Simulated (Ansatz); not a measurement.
## Electronic structure of WSe2 in real space

The calculation's input:

```
crystal:
  lattice:
    - [0.0, 3.0924832564, 3.0924832564]
    - [3.0924832564, 0.0, 3.0924832564]
    - [3.0924832564, 3.0924832564, 0.0]
  atoms:
    - { symbol: W, position: [0.0, 0.0, 0.0] }
    - { symbol: Se, position: [0.25, 0.25, 0.25] }
    - { symbol: Se, position: [0.75, 0.75, 0.75] }
kpoints:
  mp_grid: { grid: [4, 4, 4] }
hamiltonian:
  xc: hse06
scf:
  occupations: { method: fermi_dirac, width: 0.02 }
  n_extra_bands: 4
output:
  forces: true
  stress: true
  eigenvalues: true
  write_density: true
  write_potential: true
  elf: true
  volumetric_format: npy
```

Run with:

```sh
ansatz run input.yaml --threads 4 --pin off --max-ram 3686MiB --backend cpu --events-out ev --progress --plain --runs-dir out
```

Below, planes, directions and counts refer to the conventional cell (a = 6.18 Å, b = 6.18 Å, c = 6.18 Å, α = 90.00°, β = 90.00°, γ = 90.00°).

Space group Fm-3m; started from the fluorite prototype, which need not be the ambient phase; computed pressure about −3 GPa in this cell.

All numbers below come from DFT, HSE06, plane waves, PAW in Ansatz.

Core electrons are frozen (PAW), and the valence fields are smoothed inside the atomic spheres.

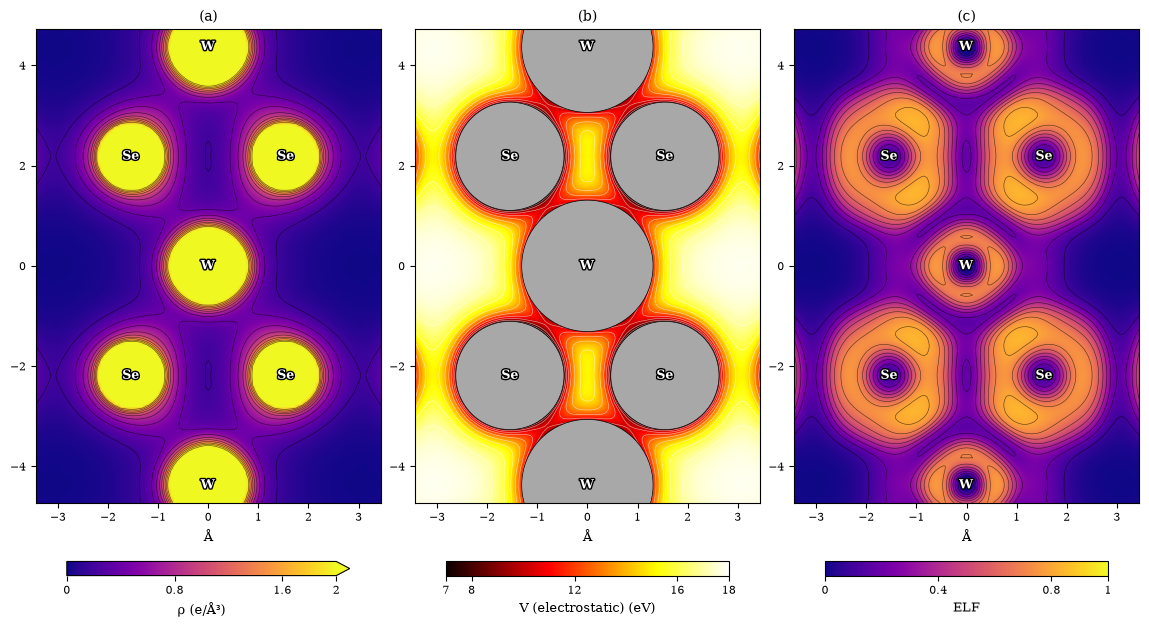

Figure 1. (a) valence electron density; (b) electrostatic potential energy of an electron; (c) ELF on the (011) plane of the conventional cell. Grey discs cover the atomic cores in the potential map.

Describe what can be read from this map.

The plane passes through W and Se nuclei. W–Se (2.68 Å): ρ is about 0.43 e/Å³ halfway; the ELF is about 0.50 at the midpoint. Between the atoms the lowest density in this plane is 0.01 e/Å³. The features right at W lie inside the PAW spheres, where the map follows smoothed inner orbitals and isn't to be read closely. Outside the cores the potential energy rises away from the atoms and is highest about 2.7 Å from the nearest atoms; its zero is arbitrary.

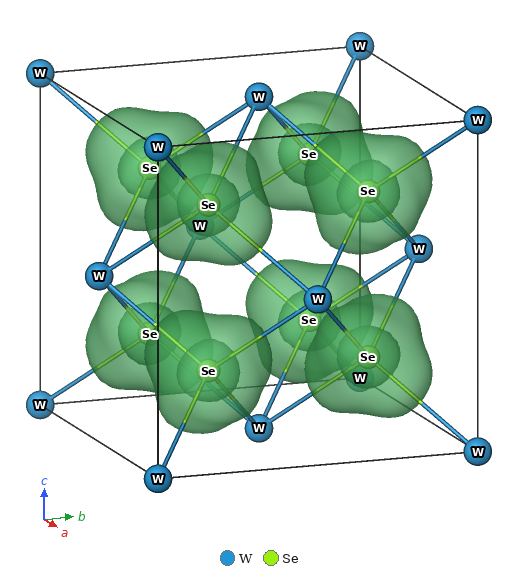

Figure 2. Isosurface of the ELF at 0.65 (green), seen slightly off an axis. Only the valence region is drawn (cores and ρ < 0.01 e/Å³ removed). Sticks mark near contacts.

What do the ELF domains correspond to?

The surface consists of eight regions wrapped around Se (the valence shell of each), counted in one cell of 12 atoms. Any copies at cell faces, edges or corners count once.
